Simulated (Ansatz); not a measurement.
**Single-point calculation, with input and output: Ir**

- system: Ir (P6₃/mmc, 2 atoms in the cell)
- method: DFT r2SCAN, scalar-relativistic, plane waves, PAW, no spin polarisation (Ansatz 0.2.0)

The structure derives from a Materials Project entry. It belongs to a series of runs on one base structure; here: ratio of the length along z to the lengths across it x 0.8, volume and fractional coordinates fixed. Figures and captions count atoms from 1; the log counts them from 0 in places.

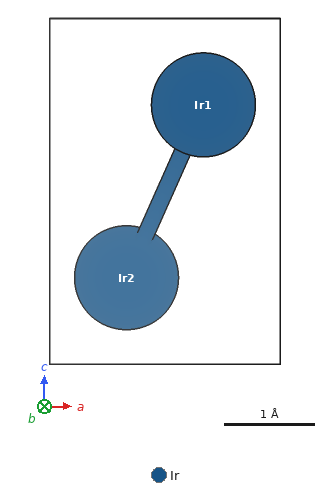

*The structure (ball-and-stick view of the cell of the calculation, along the b axis; atoms are numbered from 1 in the order of the input). An atom can appear more than once, as a periodic image.*

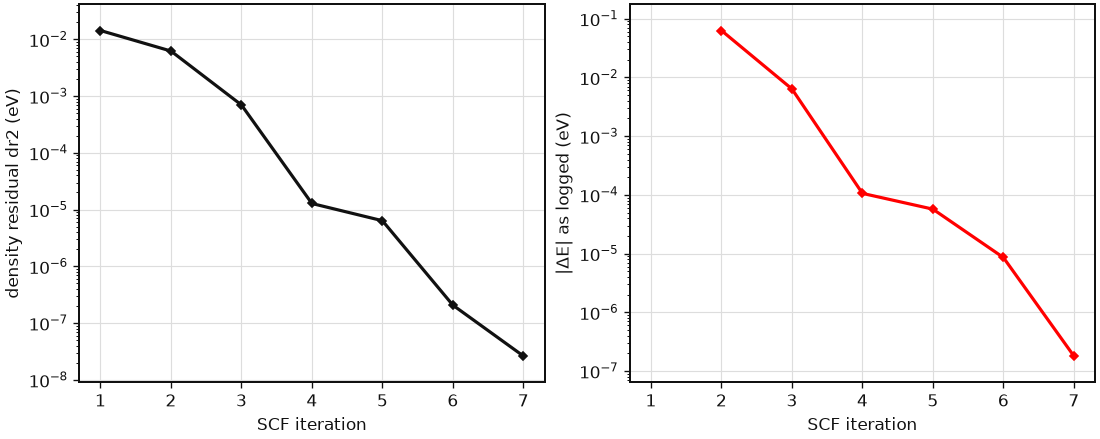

*Convergence of the self-consistent field: density residual dr2 and size of the energy change against the SCF iteration.*

The residual falls at every step.

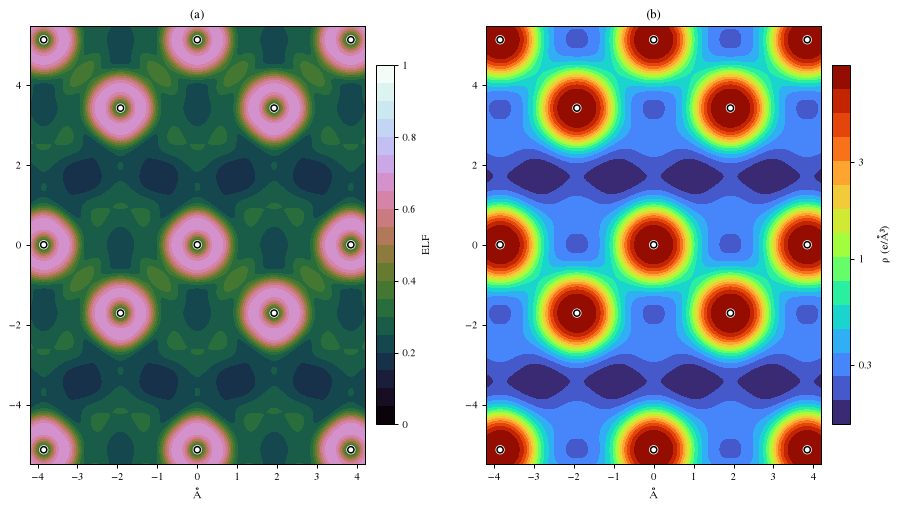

*(a) ELF; (b) valence electron density on the (110) plane of the conventional cell. Circles mark the nuclei in the plane (Ir).*

The section cuts through Ir sites. Away from the nuclei the density in this plane falls to 0.15 e/Å³ at its lowest. The strong features right at Ir lie inside the PAW spheres (semicore, d or f shells) and say nothing about bonding. The fields are those of the smooth PAW valence density.

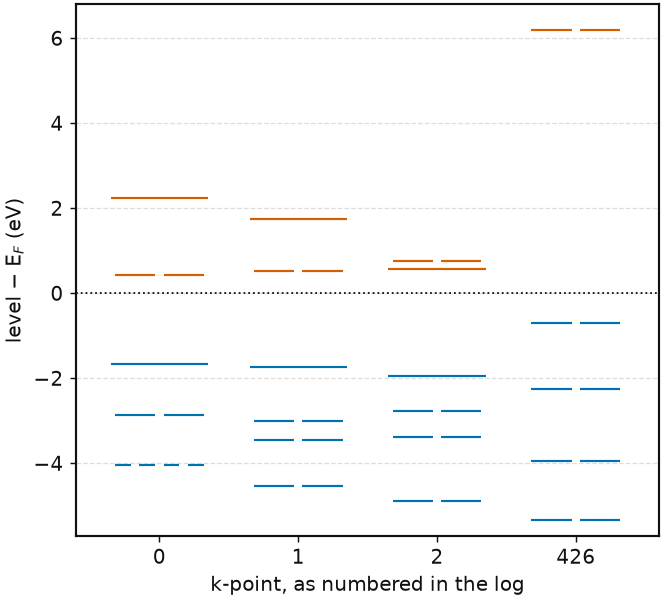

*Kohn–Sham levels near the Fermi level (dotted) at the few k-points that the log prints; levels within 0.02 eV of each other stand side by side.*

The system is metallic on the full mesh.

The input that produced these results follows, with the program's output.

### Input file
```yaml
crystal:
  lattice:
    - [2.9638319907, 0.0, 0.0]
    - [-1.4819159954, 2.5667537965, 0.0]
    - [0.0, 0.0, 3.8454849492]
  atoms:
    - { symbol: Ir, position: [0.6666666667, 0.3333333333, 0.75] }
    - { symbol: Ir, position: [0.3333333333, 0.6666666667, 0.25] }
basis:
  ecutwfc: 500
kpoints:
  mp_grid: { grid: [24, 24, 12] }
hamiltonian:
  xc: r2scan
scf:
  occupations: { method: gaussian, width: 0.15 }
output:
  forces: true
  stress: true
  eigenvalues: true
  write_density: true
  write_potential: true
  elf: true
  volumetric_format: npy
```

Command:
```bash
ansatz run input.yaml --threads 1 --pin off --max-ram 2560MiB --backend cpu --events-out ev --progress --plain --runs-dir out
```

### What the program printed
```
Engine: ansatz 0.2.0, aarch64-unknown-linux-gnu
Pseudopotentials: kind: paw
Pseudopotential: Ir, paw, valence charge 17, recommended cutoff 500 eV (meta_gga), Ir.paw.azcp
Functional definition: r2SCAN
  parameter k0 = 0.174
  parameter k1 = 0.065
  parameter a1 = 4.9479
  exchange = r2scan_x(k0 = k0, k1 = k1, a1 = a1)
  correlation = r2scan_c
Crystal: 2 atoms, lattice volume = 29.254 Å³
Basis set: ecut = 500 eV, 747 PW (Γ), exchange–correlation on 96×96×120 points (64 copies of the dense FFT grid, shifted against one another)
Bands: 21, of which v1, the nominal top of the filled ones, is band 17 counted from 1 (16 counted from 0)
Symmetry: 24 space group operations
Space group: P63/mmc (ITA 194), of the structure as read, at distance tolerance 3.1e-5 Å
k-points: 427 of 6912
Non-local potential: Ir, projectors of the file, l = 0: 3, l = 1: 2, l = 2: 2, l = 3: 1
PAW form: soft (Blöchl's): semilocal exchange-correlation on the pseudo side does not see the compensation charge
PAW frozen core: Ir, regenerated for the run's functional (the file was generated under x = pbe(κ = 0.804, μ = 0.2195149727645171), c = pbe(β = 0.06672455060314922))
PAW one-centre angular grid: Ir, 590 points (default); XC on 160 Gauss nodes
Initial density: superposition of atomic densities (neutral atoms: chi_scale 0, normalization atom), corrected by the library's trained network
Initial wavefunctions: pseudopotential atomic-orbital guess
Functional: x = r2scan, c = r2scan; τ floored in thin density (d = 2e-4 eV/Å³)
SCF iter   1: F=—  HF=-23896.402171 eV  |F-HF|=—  |Δ(HF+E_count)|=         —  Δρ=1.24e-2  dr2=1.43e-2  dr2_τ=6.75e-2  ethr=1.77e-3  ⟨swp⟩=5.0  Hψ=35325  notcnv=0
preconditioner: auto → none  [metal: Δε(μ)=0.001 eV  Ē_g=8.212 eV  σ=0.150 eV  W_gap=0.01  n_scr=8 (ndim 8)  ℏωp=29.1 eV  f_vac=0.000  D(μ)=3.21/eV (n_scr^D=40)  sad-step TF]
SCF iter   2: F=—  HF=-23896.465126 eV  |F-HF|=—  |Δ(HF+E_count)|=   6.30e-2  Δρ=7.69e-3  dr2=6.22e-3  dr2_τ=7.18e-4  ethr=4.21e-5  ⟨swp⟩=2.0  Hψ=16287  notcnv=0
SCF iter   3: F=—  HF=-23896.471491 eV  |F-HF|=—  |Δ(HF+E_count)|=   6.37e-3  Δρ=1.61e-3  dr2=6.98e-4  dr2_τ=1.10e-4  ethr=1.83e-5  ⟨swp⟩=2.0  Hψ=13190  notcnv=0
SCF iter   4: F=—  HF=-23896.471385 eV  |F-HF|=—  |Δ(HF+E_count)|=   1.06e-4  Δρ=3.37e-4  dr2=1.28e-5  dr2_τ=7.07e-6  ethr=2.05e-6  ⟨swp⟩=2.0  Hψ=12941  notcnv=0
SCF iter   5: F=—  HF=-23896.471442 eV  |F-HF|=—  |Δ(HF+E_count)|=   5.71e-5  Δρ=1.72e-4  dr2=6.37e-6  dr2_τ=6.38e-7  ethr=3.77e-8  ⟨swp⟩=2.1  Hψ=13779  notcnv=0
SCF iter   6: F=—  HF=-23896.471451 eV  |F-HF|=—  |Δ(HF+E_count)|=   8.57e-6  Δρ=3.24e-5  dr2=2.07e-7  dr2_τ=2.44e-8  ethr=1.87e-8  ⟨swp⟩=2.0  Hψ=12901  notcnv=0
SCF iter   7: F=-23896.471451 eV  HF=-23896.471451 eV  |F-HF|=1.98e-8  |Δ(HF+E_count)|=   1.80e-7  Δρ=1.03e-5  dr2=2.63e-8  dr2_τ=1.73e-9  ethr=2.94e-10  ⟨swp⟩=9.0  Hψ=60916  notcnv=0
SCF 1 converged in 7 iterations: F = -23896.471451 eV  dr2 = 2.63e-8
  greatest PAW one-centre occupation: 1.000 electrons in one spin orbital (limit 2), on the Ir atom at site 1 (counted from 0), in its partial waves of l = 1
SCF converged after 7 iterations
Free energy (F): -23896.471451 eV
Harris-Foulkes:  -23896.471451 eV  (|F-HF|=1.98e-8)
Internal energy: -23896.435282 eV  (E = F + TS)
E sigma→0 (E₀):  -23896.453367 eV
Entropy (-TS):   -0.036169 eV (-18.084 meV/atom)
Fermi energy:    24.588783 eV
--- Per-component energies (eV) ---
  E_band       = -231.655749
  E_kinetic    = 1248.871502
  E_local      = -2268.185262  (includes V_loc(G=0)·N_el)
  E_nonlocal   = 149.081789
  E_hartree    = 872.124724
  E_xc         = -510.766407
  E_vxc        = -666.918444  (∫ρ·V_xc dr)
  E_paw        = -18500.026199  (= ΣΔE_a)
  E_vpaw       = -480.212689  (= ΣTr[D̂ρ^β])
  E_aug_tail   = -0.000031  (compensation charges beyond the density's cutoff)
  E_vtau       = 41.450868  (kinetic-family band-sum trace: ∫τ·v_τ [+ j·A + Jᵃ·Aᵃ] dr)
  E_ewald      = -4886.901613
  E_core_change = -0.633787  (= ΣΔE_core)
  E_smearing   = -0.036169  (= −TS)
  E_closure    = 0.000000  (closes the sum)
  Σ components = -23896.471451   (vs F -23896.471451, Δ=0.00e0)
--- Forces (eV/Å), atoms counted from 1 ---
  atom   1  Ir    -0.00000000    -0.00000000     0.00000000
  atom   2  Ir     0.00000000     0.00000000    -0.00000000
  max |Σ_I F_I| component: 0.00e0 eV/Å
--- Stress (GPa, compression-positive) ---
       -7.309508      -0.000000       0.000000
       -0.000000      -7.309508      -0.000000
        0.000000      -0.000000      41.835654
  P = ⅓ Tr σ = 9.0722 GPa (90.722 kbar)
--- Band table (eV; the first three rows and the last of 427) ---
  k-point 0: bands = ["-70.2630", "-70.1096", "-27.1660", "-26.4496", "-26.4496", "-26.1252", "-26.1252", "-26.0094", "13.4221", "16.6004", "20.5414", "20.5414", "20.5423", "20.5423", "21.7296", "21.7296", "22.9318", "25.0057", "25.0057", "26.8209", "35.0733"]
  k-point 1: bands = ["-70.2604", "-70.1122", "-27.1476", "-26.4441", "-26.4441", "-26.1308", "-26.1308", "-26.0305", "13.5356", "16.6513", "20.0610", "20.0610", "21.1353", "21.1353", "21.5757", "21.5757", "22.8573", "25.1176", "25.1176", "26.3241", "35.6929"]
  k-point 2: bands = ["-70.2528", "-70.1200", "-27.0935", "-26.4281", "-26.4281", "-26.1472", "-26.1472", "-26.0923", "13.8702", "16.7919", "19.7052", "19.7052", "21.1970", "21.1970", "21.8228", "21.8228", "22.6405", "25.1607", "25.3539", "25.3539", "37.2312"]
  k-point 426: bands = ["-70.1702", "-70.1702", "-26.9546", "-26.9546", "-26.4695", "-26.4695", "-26.0741", "-26.0741", "18.3399", "18.3399", "19.2599", "19.2599", "20.6421", "20.6421", "22.3463", "22.3463", "23.8773", "23.8773", "30.7821", "30.7821", "33.2355"]
```

### Key numbers

```json
{"quantity": "outcome", "value": "converged"}
{"quantity": "space group (tolerance 0.01 Å)", "value": "P6₃/mmc (194)"}
{"quantity": "electrons treated", "value": "34"}
{"quantity": "free energy", "value": "−23896.4715 eV"}
{"quantity": "Fermi energy", "value": "24.589 eV"}
{"quantity": "gap on the k-point mesh", "value": "none (metallic)"}
{"quantity": "pressure", "value": "9.07 GPa"}
{"quantity": "largest force (length of the vector)", "value": "under 0.001 eV/Å"}
{"quantity": "hardware", "value": "1 thread of Arm Neoverse N1, 24 GiB of memory available, shared host"}
{"quantity": "wall time", "value": "60 s"}
{"quantity": "peak memory", "value": "0.56 GiB"}
```

### Notes

Spin–orbit coupling is left out, which matters for Ir.
